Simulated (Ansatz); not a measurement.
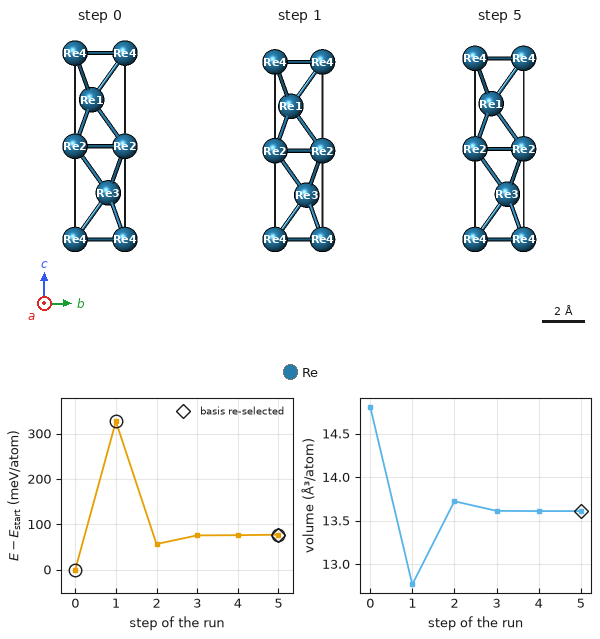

Frames of a relaxation of solid Re (set up in P6_3/mmc), marked on the history of the run. Style: ball-and-stick. Shown: the cell of the calculation, along the a axis.

The run lets cell and atoms move.

Level of theory: Kohn-Sham DFT of a periodic cell, PBEsol, Ansatz PAW in Ansatz.

Input
```yaml
crystal:
  lattice:
    - [2.7663873939, 0.0, 0.0]
    - [-1.3831936969, 2.3957617598, 0.0]
    - [0.0, 0.0, 8.93884516]
  atoms:
    - { symbol: Re, position: [0.6666666667, 0.3333333333, 0.75] }
    - { symbol: Re, position: [0.0, 0.0, 0.5] }
    - { symbol: Re, position: [0.3333333333, 0.6666666667, 0.25] }
    - { symbol: Re, position: [0.0, 0.0, 0.0] }
hamiltonian:
  xc: pbesol
  pseudopotentials: { kind: paw }
kpoints:
  mp_grid: { grid: [11, 11, 3] }
scf:
  occupations: { method: fermi_dirac, width: 0.05 }
output:
  forces: true
  stress: true
  eigenvalues: true
relax:
  f_tol: 0.01
  max_steps: 40
  cell: { stress_tol: 0.05, p_target: 30.0 }
```

Launched with:
```bash
ansatz run input.yaml --threads 2 --pin off --max-ram 5632MiB --backend cpu --events-out ev --progress --plain --runs-dir out
```

Q: What happens along the run?

A: The energy rises by 77.1 meV per atom in 4 accepted moves (5 points after the start). With the target pressure of 30 GPa, the enthalpy E + pV changes by −148 meV per atom. All forces vanish by symmetry, so only the cell relaxes. The pressure goes from −6.76 to 29.99 GPa. At 1 point the geometry stayed and the basis and grid were re-selected for the new cell (energy shift of 1.1 meV per atom at most each time). The atoms keep their places relative to the cell (all moves are under 0.005 Å). The drawn cell changes as follows: a = b 2.766 → 2.690 Å (−2.8 %), c 8.939 → 8.689 Å (−2.8 %); the volume changes by −8.1 %. Some distances before and after: Re1–Re1 2.766 → 2.690 Å, Re1–Re2 2.747 → 2.670 Å. The space group stays P6_3/mmc (No. 194). From step 0 to 1: volume −13.8 %, energy +327 meV per atom. From step 1 to 5: volume +6.6 %, energy −250 meV per atom.
